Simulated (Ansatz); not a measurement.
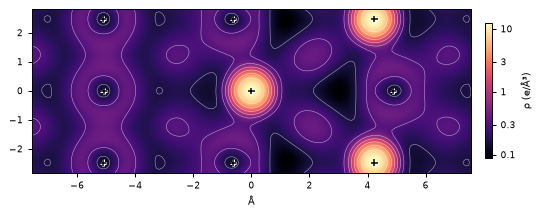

The valence charge density (pseudo) on a plane through atoms (crosses mark nuclei in the plane).

Computed with DFT PBE, scalar-relativistic, plane waves, PAW (Ansatz).

Candidates:
A. Ti (slab), a = 2.82 Å, b = 2.82 Å, c = 19.83 Å, α = 90.00°, β = 90.00°, γ = 109.47°. Computed without spin polarisation; PAW files of the earlier set (soft_1).
B. TiSi2, a = 3.48 Å, b = 14.43 Å, c = 3.52 Å, α = 90.00°, β = 90.00°, γ = 90.00°. Space group Cmcm; a structure from a database of computed crystals, not necessarily the ambient phase; not relaxed (largest force 0.6 eV/Å); computed without spin polarisation; PAW files of the earlier set (soft_1).
C. ZrO2, a = 5.12 Å, b = 5.12 Å, c = 5.12 Å, α = 90.00°, β = 90.00°, γ = 90.00°. Space group Fm-3m; PAW files of the earlier set (soft_1).

> Which system is this?

Candidate B: TiSi2 on the (101) plane of the conventional cell, which holds Ti and Si. Si–Si (2.47 Å): ρ is about 0.42 e/Å³ halfway. Ti–Si (2.56 Å): ρ is about 0.33 e/Å³ halfway.
